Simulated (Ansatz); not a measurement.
## What a change does: band-structure calculation on Li₂S

System: Li₂S (Fm-3m, 3 atoms in the cell).
Method of run 1: DFT, r2SCAN, plane waves, PAW, no spin polarisation (Ansatz 0.2.0).

The structure was built on a prototype by a generator. The geometry comes from this level: r2SCAN. Text and figures count atoms from 1; the logs count them from 0 in places.

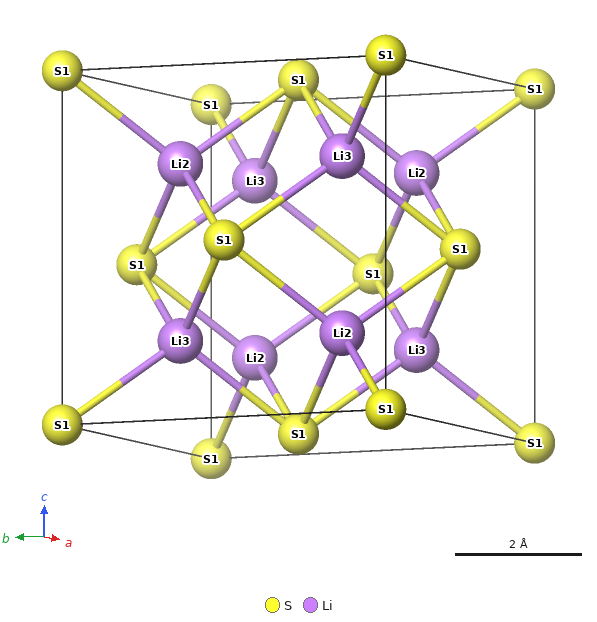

Figure 1. The input geometry (ball-and-stick view of the cell 4 times as large as that of the calculation, set on its symmetry axes, seen at an oblique angle; atoms are numbered from 1 in the order of the input).

### Input file, run 1
```yaml
crystal:
  lattice:
    - [0.0, 2.845294231, 2.845294231]
    - [2.845294231, 0.0, 2.845294231]
    - [2.845294231, 2.845294231, 0.0]
  atoms:
    - { symbol: S, position: [0.0, 0.0, 0.0] }
    - { symbol: Li, position: [0.25, 0.25, 0.25] }
    - { symbol: Li, position: [0.75, 0.75, 0.75] }
kpoints:
  mp_grid: { grid: [8, 8, 8] }
  band_path:
    path:
      - [0.0, 0.0, 0.0]
      - [0.5, 0.0, 0.5]
      - [0.625, 0.25, 0.625]
      - [0.375, 0.375, 0.75]
      - [0.5, 0.5, 0.5]
      - [0.5, 0.25, 0.75]
      - [0.0, 0.5, 0.5]
    npoints: 1
hamiltonian:
  xc: r2scan
scf:
  occupations: { method: fixed }
  n_extra_bands: 4
output:
  forces: true
  stress: true
  eigenvalues: true
```

Command:
```bash
ansatz run input.yaml --threads 2 --pin off --max-ram 3686MiB --backend cpu --events-out ev --progress --plain --runs-dir out
```

Hardware: 2 threads of Intel Xeon (Sapphire Rapids), 64 GiB of memory available, shared host.

### Output, shortened to warnings, some set-up lines, iterations and results (run 1)
```
Basis set: ecut = 500 eV, 1211 PW (Γ), exchange–correlation on 120×120×120 points (64 copies of the dense FFT grid, shifted against one another)
Symmetry: 48 space group operations
k-points: 29 of 512
Initial density: superposition of atomic densities (neutral atoms: chi_scale 0, normalization atom), corrected by the library's trained network
[...]
SCF iter   1: F=—  HF=-1320.550754 eV  |F-HF|=—  |Δ(HF+E_count)|=         —  Δρ=3.61e-3  dr2=2.96e-3  dr2_τ=6.89e-3  ethr=1.77e-3  ⟨swp⟩=4.7  Hψ=1744  notcnv=0  defer=52
SCF iter   2: F=—  HF=-1320.615701 eV  |F-HF|=—  |Δ(HF+E_count)|=   6.49e-2  Δρ=2.02e-3  dr2=1.18e-3  dr2_τ=2.77e-5  ethr=2.47e-5  ⟨swp⟩=3.0  Hψ=819  notcnv=0  defer=50
SCF iter   3: F=—  HF=-1320.616083 eV  |F-HF|=—  |Δ(HF+E_count)|=   3.82e-4  Δρ=2.56e-4  dr2=3.88e-5  dr2_τ=4.22e-6  ethr=9.80e-6  ⟨swp⟩=2.7  Hψ=460  notcnv=0  defer=52
SCF iter   4: F=—  HF=-1320.616122 eV  |F-HF|=—  |Δ(HF+E_count)|=   3.96e-5  Δρ=8.47e-5  dr2=2.04e-6  dr2_τ=1.55e-7  ethr=3.24e-7  ⟨swp⟩=2.0  Hψ=458  notcnv=0  defer=47
SCF iter   5: F=—  HF=-1320.616126 eV  |F-HF|=—  |Δ(HF+E_count)|=   3.13e-6  Δρ=3.71e-5  dr2=5.38e-7  dr2_τ=3.89e-8  ethr=1.70e-8  ⟨swp⟩=2.6  Hψ=479  notcnv=0  defer=52
SCF iter   6: F=-1320.616126 eV  HF=-1320.616126 eV  |F-HF|=2.66e-8  |Δ(HF+E_count)|=   5.40e-7  Δρ=9.76e-6  dr2=5.35e-8  dr2_τ=2.36e-9  ethr=8.33e-10  ⟨swp⟩=5.3  Hψ=1595  …
SCF 1 converged in 6 iterations: F = -1320.616126 eV  dr2 = 5.35e-8
NSCF: frozen V_eff on 7 k-points
SCF converged after 6 iterations
Free energy (F): -1320.616126 eV
Harris-Foulkes:  -1320.616126 eV  (|F-HF|=2.66e-8)
Internal energy: -1320.616126 eV  (E = F + TS)
E sigma→0 (E₀):  -1320.616126 eV
Fermi energy:    2.095111 eV
--- Per-component energies (eV) ---
  E_band       = -187.058614
  E_kinetic    = 152.810390
  E_local      = -368.272493  (includes V_loc(G=0)·N_el)
  E_nonlocal   = -38.375769
  E_hartree    = 112.156145
  E_xc         = -114.435715
  E_vxc        = -126.820100  (∫ρ·V_xc dr)
  E_paw        = -653.273097  (= ΣΔE_a)
  E_vpaw       = -37.083370  (= ΣTr[D̂ρ^β])
  E_aug_tail   = -0.000206  (compensation charges beyond the density's cutoff)
  E_vtau       = 6.371207  (kinetic-family band-sum trace: ∫τ·v_τ [+ j·A + Jᵃ·Aᵃ] dr)
  E_ewald      = -411.115613
  E_core_change = -0.109767  (= ΣΔE_core)
  E_smearing   = -0.000000  (= −TS)
  E_closure    = -0.000000  (closes the sum)
  Σ components = -1320.616126   (vs F -1320.616126, Δ=0.00e0)
--- Forces (eV/Å), atoms counted from 1 ---
  atom   1  S     -0.00000000    -0.00000000     0.00000000
  atom   2  Li    -0.00000000     0.00000000     0.00000000
  atom   3  Li    -0.00000000    -0.00000000    -0.00000000
  max |Σ_I F_I| component: 5.55e-17 eV/Å
--- Stress (GPa, compression-positive) ---
        0.001578       0.000000       0.000000
        0.000000       0.001578      -0.000000
       -0.000000      -0.000000       0.001578
  P = ⅓ Tr σ = 0.0016 GPa (0.016 kbar)
```

For run 2 the input was changed thus:
```diff
-  xc: r2scan
+  xc: pbe
```

How does run 2 compare with run 1?

The total energies belong to different methods, so their difference says nothing on which is more stable or more accurate. The gap on the mesh goes from 3.87 to 3.39 eV. The pressure goes from 0.00 to 0.33 GPa. The functional changes from r2SCAN to PBE. The SCF takes 7 iterations against 6. The default cutoff goes from 500 to 420 eV with the change. The plane waves at Γ go from 1211 to 893.

### Output, shortened to warnings, some set-up lines, iterations and results (run 2)
```
Basis set: ecut = 420 eV, 893 PW (Γ), exchange–correlation on 54×54×54 points (8 copies of the dense FFT grid, shifted against one another)
Symmetry: 48 space group operations
k-points: 29 of 512
Initial density: superposition of atomic densities (neutral atoms: chi_scale 0, normalization atom), corrected by the library's trained network
[...]
SCF iter   1: F=—  HF=-1315.506371 eV  |F-HF|=—  |Δ(HF+E_count)|=         —  Δρ=3.89e-4  dr2=7.90e-5  ethr=1.77e-3  ⟨swp⟩=4.0  Hψ=1702  notcnv=0  defer=16
SCF iter   2: F=—  HF=-1315.505910 eV  |F-HF|=—  |Δ(HF+E_count)|=   4.61e-4  Δρ=3.93e-4  dr2=1.15e-4  ethr=6.58e-7  ⟨swp⟩=2.1  Hψ=707  notcnv=0  defer=52
SCF iter   3: F=—  HF=-1315.505891 eV  |F-HF|=—  |Δ(HF+E_count)|=   1.87e-5  Δρ=1.88e-4  dr2=2.41e-5  ethr=6.58e-7  ⟨swp⟩=2.4  Hψ=396  notcnv=0  defer=52
SCF iter   4: F=—  HF=-1315.505906 eV  |F-HF|=—  |Δ(HF+E_count)|=   1.42e-5  Δρ=8.01e-5  dr2=4.74e-6  ethr=2.01e-7  ⟨swp⟩=2.0  Hψ=423  notcnv=0  defer=57
SCF iter   5: F=—  HF=-1315.505904 eV  |F-HF|=—  |Δ(HF+E_count)|=   1.21e-6  Δρ=3.76e-5  dr2=1.04e-6  ethr=3.95e-8  ⟨swp⟩=1.8  Hψ=369  notcnv=0  defer=57
SCF iter   6: F=—  HF=-1315.505904 eV  |F-HF|=—  |Δ(HF+E_count)|=   3.02e-7  Δρ=1.34e-5  dr2=1.30e-7  ethr=8.65e-9  ⟨swp⟩=2.3  Hψ=401  notcnv=0  defer=57
SCF iter   7: F=-1315.505904 eV  HF=-1315.505904 eV  |F-HF|=1.06e-8  |Δ(HF+E_count)|=   3.88e-8  Δρ=4.38e-6  dr2=1.40e-8  ethr=8.33e-10  ⟨swp⟩=7.0  Hψ=1322  notcnv=0
SCF 1 converged in 7 iterations: F = -1315.505904 eV  dr2 = 1.40e-8
NSCF: frozen V_eff on 7 k-points
SCF converged after 7 iterations
Free energy (F): -1315.505904 eV
Harris-Foulkes:  -1315.505904 eV  (|F-HF|=1.06e-8)
Internal energy: -1315.505904 eV  (E = F + TS)
E sigma→0 (E₀):  -1315.505904 eV
Fermi energy:    2.366838 eV
--- Per-component energies (eV) ---
  E_band       = -177.552312
  E_kinetic    = 152.782232
  E_local      = -368.241108  (includes V_loc(G=0)·N_el)
  E_nonlocal   = -38.066911
  E_hartree    = 111.881847
  E_xc         = -120.245586
  E_vxc        = -117.285720  (∫ρ·V_xc dr)
  E_paw        = -642.500818  (= ΣΔE_a)
  E_vpaw       = -30.503270  (= ΣTr[D̂ρ^β])
  E_aug_tail   = 0.000054  (compensation charges beyond the density's cutoff)
  E_ewald      = -411.115613
  E_smearing   = -0.000000  (= −TS)
  E_closure    = -0.000000  (closes the sum)
  Σ components = -1315.505904   (vs F -1315.505904, Δ=0.00e0)
--- Forces (eV/Å), atoms counted from 1 ---
  atom   1  S     -0.00000000     0.00000000     0.00000000
  atom   2  Li     0.00000000    -0.00000000    -0.00000000
  atom   3  Li     0.00000000    -0.00000000     0.00000000
  max |Σ_I F_I| component: 4.63e-17 eV/Å
--- Stress (GPa, compression-positive) ---
        0.328798       0.000000      -0.000000
       -0.000000       0.328798      -0.000000
       -0.000000      -0.000000       0.328798
  P = ⅓ Tr σ = 0.3288 GPa (3.288 kbar)
```

### The two runs side by side

| quantity | run 1 | run 2 |
| --- | --- | --- |
| outcome | converged | converged |
| free energy per atom (eV) | −440.2054 | −438.5020 |
| gap on the mesh (eV) | 3.87 | 3.39 |
| pressure (GPa) | 0.00 | 0.33 |
| largest force (eV/Å) | 0.000 | 0.000 |
| SCF iterations | 6 | 7 |
| irreducible k-points | 29 | 29 |
| plane waves at Γ | 1211 | 893 |
| wall time (shared host) | 1.3 s | 0.69 s |
